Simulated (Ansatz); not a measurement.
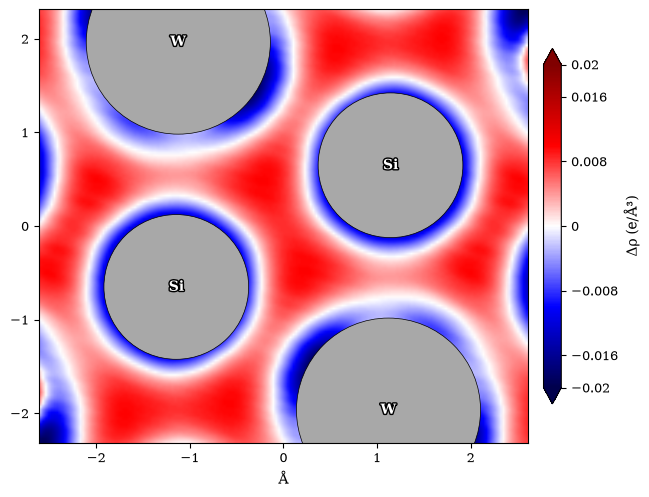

Si$_{2}$W. Difference of the valence pseudo-densities of two functionals at the same geometry, on the (11̄0) plane of the calculation cell: one of LDA and r2SCAN less the other.

Space group I4/mmm.

Both computed with Ansatz (plane waves, PAW), on the same k-point mesh. Grey discs cover the atomic cores.

```cif
data_structure
_symmetry_space_group_name_H-M 'P 1'
_symmetry_Int_Tables_number 1
_cell_length_a 4.5267
_cell_length_b 4.5267
_cell_length_c 4.5267
_cell_angle_alpha 138.415
_cell_angle_beta 138.415
_cell_angle_gamma 60.268
_cell_volume 40.44
loop_
_atom_site_label
_atom_site_type_symbol
_atom_site_fract_x
_atom_site_fract_y
_atom_site_fract_z
_atom_site_occupancy
W1 W 0.00000 0.00000 0.00000 1
Si1 Si 0.66530 0.66530 0.00000 1
Si2 Si 0.33470 0.33470 0.00000 1
```

> Which was subtracted from which, and what does the map show?

It is r2SCAN less LDA. Against LDA, r2SCAN gives less density around W (−0.006 e/Å³ on average at 1.1 Å from the nucleus).
